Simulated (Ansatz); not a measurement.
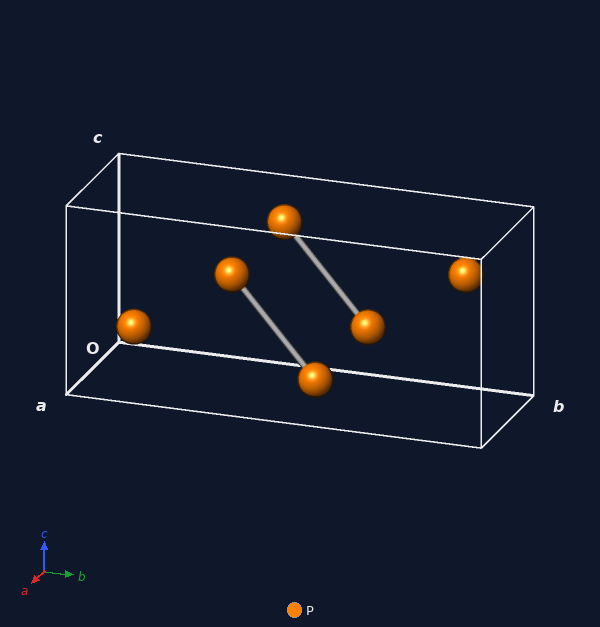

For P, coordinates from a relaxation with Ansatz 0.2.0, DFT, LDA (PW92), plane waves (420 eV) with PAW, scalar-relativistic; the starting structure was generated, so it need not be a known form of this composition: one unit cell is drawn above. The drawing is computed from the coordinates (standard cell, symmetry found to 0.002 Å).

```xyz
4
Lattice="2.5724 0.0000 0.0000 0.0000 7.2968 0.0000 0.0000 0.0000 3.3443" Properties=species:S:1:pos:R:3 pbc="T T T"
P     1.2862    0.7326    0.8361
P     1.2862    6.5642    2.5082
P     0.0000    4.3810    0.8361
P     0.0000    2.9158    2.5082
```

Q: What is its point group?

A: mmm (D2h), order 8, orthorhombic system: three twofold axes, three mirror planes, an inversion centre.

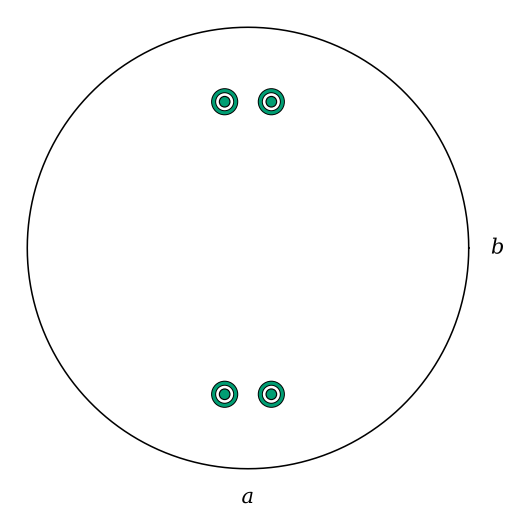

Stereographic projection: filled dots lie in the upper hemisphere, open rings in the lower. The poles are one general form. The c axis points at the viewer.

Q: What does this class allow?

A: Class mmm is centrosymmetric, so neither piezoelectric nor pyroelectric; it is not chiral. Its Laue class is mmm.
